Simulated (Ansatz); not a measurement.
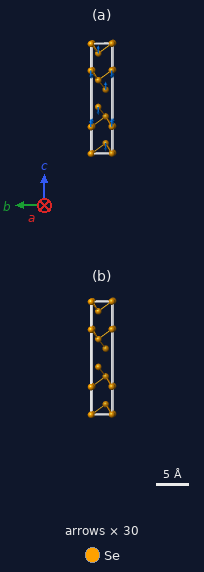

The structure of solid Se (built on the samarium (9R)_166 type) before (top) and after (bottom) a relaxation, at one scale. The blue arrows give the displacements (the part carried along by the change of the cell is left out), magnified 30 times.

The picture is a ball-and-stick view of the conventional cell (3 times the calculation's cell), seen from a free direction. Lengths and directions refer to the drawn axes.

Case: samarium (9R) type (R-3m, No. 166).

Method: Ansatz 0.2.0, DFT PBEsol, scalar-relativistic, plane waves, PAW.

The input:
```yaml
crystal:
  lattice:
    - [1.8564978491, 1.0718495329, 5.8348460014]
    - [-1.8564978491, 1.0718495329, 5.8348460014]
    - [0.0, -2.1436990659, 5.8348460014]
  atoms:
    - { symbol: Se, position: [0.0, 0.0, 0.0] }
    - { symbol: Se, position: [0.2437145252, 0.2437145252, 0.2437145252] }
    - { symbol: Se, position: [0.7562854748, 0.7562854748, 0.7562854748] }
basis:
  ecutwfc: 420
kpoints:
  mp_grid: { grid: [15, 15, 15] }
hamiltonian:
  xc: pbesol
scf:
  occupations: { method: gaussian, width: 0.1 }
output:
  forces: true
  stress: true
  eigenvalues: true
relax:
  adjacent_minimum: "off"
  f_tol: 0.01
  max_steps: 80
  cell: { stress_tol: 0.05 }
```

Summarise the run.

After 3 accepted moves (4 points after the start) the energy has fallen by 5.3 meV per cell of the calculation. The largest force component goes from 0.058 to 0.0048 eV/Å. The pressure goes from −0.16 to −0.04 GPa. At 1 point the geometry stayed and the basis and grid were re-selected for the new cell (energy shift of 0.1 meV per cell of the calculation at most each time). The largest moves relative to the cell, 0.043 Å, are those of Se2 and Se3. Se3 goes along −c. The volume changes by +1.7 %, with a = b 3.713 → 3.692 Å (−0.6 %), c 17.505 → 18.004 Å (+2.9 %). Some distances before and after: Se1–Se2 2.656 → 2.648 Å. The space group stays R-3m (No. 166). The run took about 2.1 core-minutes on a shared host.
